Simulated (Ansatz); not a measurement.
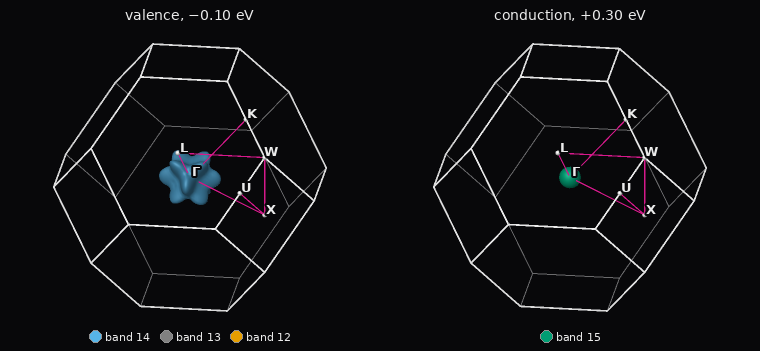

ZnSe (F-43m): constant-energy surfaces at both band edges (energies from each edge).

All numbers here come from DFT PBE, scalar-relativistic, plane waves, PAW; levels and slopes on a dense k mesh at the converged density (Ansatz). No spin polarisation. k mesh for the levels: 34×34×34. Unrelaxed database geometry.

Masses come from a second pass at points close to the extrema; at the energies drawn a band may no longer be parabolic.

> What kind of gap has this crystal, and what size does the calculation give?

The gap is direct, 1.29 eV at this level of theory (semilocal functionals give gaps that are too small, and can reorder valleys that lie close).

> Give the valleys and their effective masses.

Valence band (extrema up to 0.10 eV from the edge): one maximum at Γ, three bands meeting there, with masses of 0.10 and 0.60 mₑ among them, each the same along x, y and z. Band 14 forms the valence edge; band 13 meets it there and band 12 meets it there.
Conduction band (extrema up to 0.30 eV from the edge): one minimum at Γ, mass 0.097 mₑ in all directions. Band 15 forms the conduction edge.

Where one band's surface lies inside another's, the outer one hides all or part of it.

Spin-orbit coupling, left out here, can change the gap, its kind, the place of the band edges and the masses, since the compound holds Se.
